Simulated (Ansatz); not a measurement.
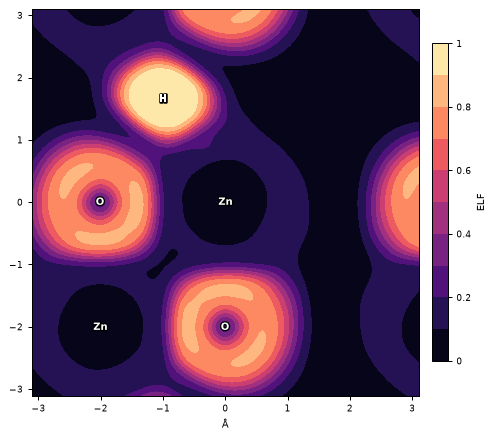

The picture shows: Zn4HO4 (distorted or defective cell). Electron localisation function on the (001) plane of the calculation cell.

Not relaxed (largest force 0.7 eV/Å); computed pressure about 3 GPa in this cell; computed without spin polarisation; PAW files of the earlier set (soft_1).

Theory: DFT PBEsol, scalar-relativistic, plane waves, PAW in Ansatz.

What do the fields say about this system?

Atoms in the plane: Zn, O and H.
Zn–H (1.93 Å): the ELF climbs to about 1 towards the hydrogen.
Zn–O (2.01 Å): the ELF peaks at about 0.85 in the valence shell of O, 0.6 Å from its nucleus, and is about 0.25 at the midpoint; no localised pair shows between them.
